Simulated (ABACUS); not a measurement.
# A series of single points on PtSe$_{2}$

System: PtSe$_{2}$ (P-3m1, 3 atoms in the cell).
Method: Kohn-Sham DFT of a periodic cell, PBE, PseudoDojo NC SR 0.4.1 PBE standard, no spin polarisation (ABACUS 3.10.1).

The 7 runs differ only in the geometry, by an even scaling of the cell at fixed fractional positions. The structure derives from an entry of the Crystallography Open Database.

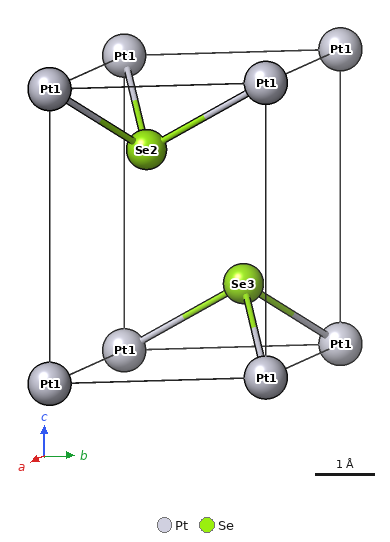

Figure 1. The structure of run 4 (ball-and-stick view of the cell of the calculation, seen slightly off an axis; atoms are numbered from 1 in the order of the input).

### Input of run 4
```
INPUT_PARAMETERS
suffix              PtSe2
calculation         scf
basis_type          pw
pseudo_dir          ./
symmetry            1
dft_functional      pbe
ecutwfc             87
pseudo_rcut         10
nspin               1
nbands              30
ks_solver           dav
smearing_method     fd
smearing_sigma      0.00367493
scf_thr             1e-08
scf_nmax            100
mixing_type         broyden
mixing_beta         0.7
cal_force           1
cal_stress          1
kpar                4
```

### File STRU of run 4
```
ATOMIC_SPECIES
Pt 195.0840 Pt.upf
Se 78.9710 Se.upf

LATTICE_CONSTANT
1.8897261246

LATTICE_VECTORS
3.7240000000 0.0000000000 0.0000000000
-1.8620000000 3.2250786037 0.0000000000
0.0000000000 0.0000000000 5.0620000000

ATOMIC_POSITIONS
Direct

Pt
0.0
1
0.0000000000 0.0000000000 0.0000000000 1 1 1

Se
0.0
2
0.6666666667 0.3333333333 0.7500000000 1 1 1
0.3333333333 0.6666666667 0.2500000000 1 1 1
```

### File KPT of run 4
```
K_POINTS
0
Gamma
8 8 5 0 0 0
```

Command:
```bash
OMP_NUM_THREADS=1 mpirun -np 4 abacus > log
```

Run 3 differs from it as follows:
```diff
-3.7240000000 0.0000000000 0.0000000000
--1.8620000000 3.2250786037 0.0000000000
-0.0000000000 0.0000000000 5.0620000000
+3.6990059583 0.0000000000 0.0000000000
+-1.8495029792 3.2034331287 0.0000000000
+0.0000000000 0.0000000000 5.0280258220
```

### Results, with one run withheld

| run | volume per atom (Å³) | free energy per atom, from the lowest run given (meV) | pressure (GPa) |
| --- | --- | --- | --- |
| 1 | 19.049 | 117.28 | 17.62 |
| 2 | 19.455 | 77.66 | 13.76 |
| 3 | 19.860 | ? | ? |
| 4 | 20.265 | 25.15 | 7.23 |
| 5 | 20.671 | 10.40 | 4.47 |
| 6 | 21.076 | 2.25 | 2.01 |
| 7 | 21.481 | 0.00 | −0.19 |

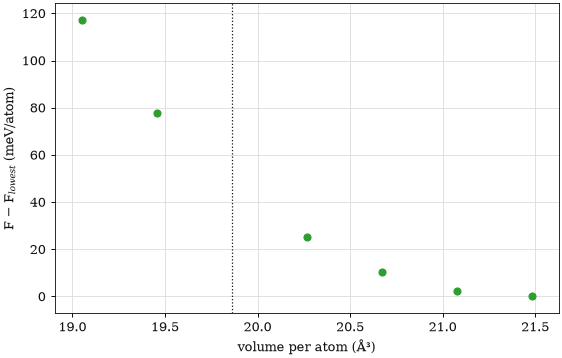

Figure 2. Free energy per atom of the runs given; the dotted line marks run 3.

Fit the runs given and predict run 3.

A cubic polynomial in V^(−2/3) (the Birch–Murnaghan form), fitted to the 6 runs given, misses them by at most 0.03 meV per atom. With x = V^(−2/3) − 0.13437 Å⁻², it reads F = 23.518 + 9866.6 x + 1.0483e+06 x² + 2.9724e+06 x³ (meV per atom). At run 3 it gives 47.30 meV per atom, and the run itself gives 47.28. The slope of the fit gives a pressure −dF/dV of 10.32 GPa there, and the run prints 10.31 GPa. The fit has its minimum at 21.442 Å³ per atom, where V d²F/dV² gives 112 GPa. Cell shape and fractional positions are held, so this is the stiffness under even scaling; the relaxed bulk modulus wasn't computed and can be far lower in a crystal of layers, chains or molecules like this one.

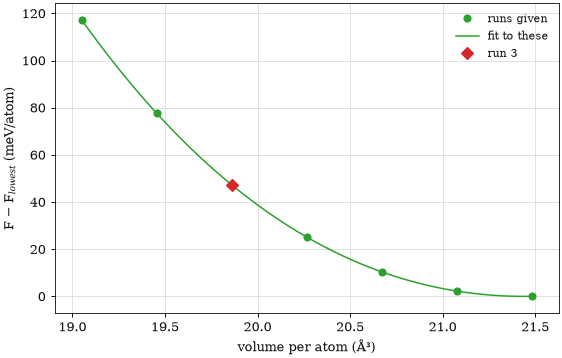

Figure 3. The fit and the withheld run.

### Some lines of the output (run 3)
```
[...]
                             Volume (A^3) = 59.5796
 E_Fermi        1.0727232252         14.5951482400
 E_Fermi        1.0179482054         13.8498958623
 E_Fermi        1.0501298505         14.2877496061
 E_Fermi        1.0502643063         14.2895789718
 E_Fermi        1.0500948617         14.2872735596
 E_Fermi        1.0502905146         14.2899355538
 E_Fermi        1.0502900792         14.2899296295
 E_KS(sigma->0) -746.2031470329      -10152.6146651792
 E_Fermi        1.0502929626         14.2899688601
 final etot is -10152.617412 eV
 EFERMI = 14.28996886 eV
 TOTAL-PRESSURE: 103.149747 KBAR
 !FINAL_ETOT_IS -10152.6174117004939035 eV
```

Notes: Spin–orbit coupling is left out, which matters for Pt.
